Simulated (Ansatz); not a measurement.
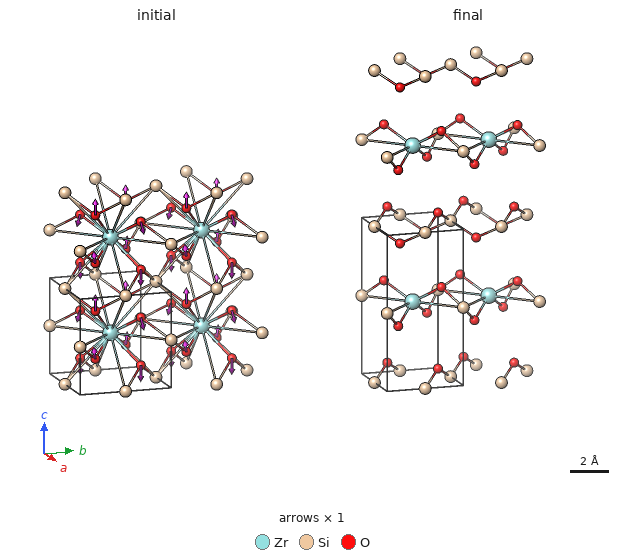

The structure of solid ZrSi3O8 (a generated structure, set up in P-42m) (coarse preliminary run) before (left) and after (right) a relaxation, at one scale. The purple arrows give the displacements (the part carried along by the change of the cell is left out), at their true length.

Style: ball-and-stick. Shown: the cell of the calculation, repeated 1 × 2 × 2 with one cell outlined, slightly off an axis.

All numbers below come from DFT PBE, scalar-relativistic, plane waves, PAW in Ansatz 0.2.0.

The input:
```yaml
crystal:
  lattice:
    - [5.08584733, 0.0, 0.0]
    - [0.0, 5.08584733, 0.0]
    - [0.0, 0.0, 5.21945004]
  atoms:
    - { symbol: Zr, position: [0.5, 0.5, 0.5] }
    - { symbol: Si, position: [0.5, 0.0, 0.0] }
    - { symbol: Si, position: [0.0, 0.5, 0.0] }
    - { symbol: Si, position: [0.0, 0.0, 0.5] }
    - { symbol: O, position: [0.75, 0.25, 0.30177492] }
    - { symbol: O, position: [0.25, 0.75, 0.30177492] }
    - { symbol: O, position: [0.75, 0.25, 0.80177492] }
    - { symbol: O, position: [0.25, 0.75, 0.80177492] }
    - { symbol: O, position: [0.75, 0.75, 0.69822508] }
    - { symbol: O, position: [0.25, 0.25, 0.69822508] }
    - { symbol: O, position: [0.75, 0.75, 0.19822508] }
    - { symbol: O, position: [0.25, 0.25, 0.19822508] }
basis:
  ecutwfc: 420
kpoints:
  mp_grid: { grid: [4, 4, 4] }
hamiltonian:
  xc: pbe
scf:
  occupations: { method: gaussian, width: 0.1 }
  lower_state_search: "off"
output:
  forces: true
  stress: true
  eigenvalues: true
relax:
  adjacent_minimum: "off"
  f_tol: 0.04
  max_steps: 70
  cell: { stress_tol: 0.4 }
```

Launched with:
```bash
ansatz run input.yaml --threads 1 --pin off --max-ram 2560MiB --backend cpu --events-out ev --progress --plain --runs-dir out
```

**What changed between the two?**

The largest moves relative to the cell, 0.93 Å, are those of O7, O8, O11 and O12. O7 goes along +c. Si and Zr stay in place. The volume changes by +14.2 %, with a = b 5.086 → 4.258 Å (−16.3 %), c 5.219 → 8.506 Å (+63.0 %). Some distances before and after: Si4–O11 2.390 → 3.805 Å, Zr1–O11 2.390 → 3.802 Å, Si2–O10 2.390 → 3.612 Å, Zr1–Si2 3.644 → 4.756 Å. Bonds break, among them: Zr1–O11 (2.39 → 3.80 Å), Zr1–O12 (2.39 → 3.80 Å), Zr1–O7 (2.39 → 3.80 Å), Zr1–O8 (2.39 → 3.80 Å). Bond angles that change, for instance: O5–Si4–O6 120.2° → 106.7°, Zr1–O9–Si4 120.2° → 113.5°, O5–Si4–O9 104.4° → 110.9°. The space group stays P-42m (No. 111). After 24 accepted moves (33 points after the start) the energy has fallen by 10.557 eV per cell of the calculation. Largest force component: 2.2 eV/Å at the start, 0.0031 eV/Å at the end. Pressure: −30.99 GPa at the start and 0.11 GPa at the end. The line search rejected the trial steps at points 12, 27 of the run. The SCF was repeated 7 times at an unchanged geometry on a basis and grid sized afresh for the cell, which shifted the energy by 0.131 eV per cell of the calculation at most. Cost: 7.1 min on 1 thread of Arm Neoverse V1, with other jobs on the host, peak memory 0.43 GiB.
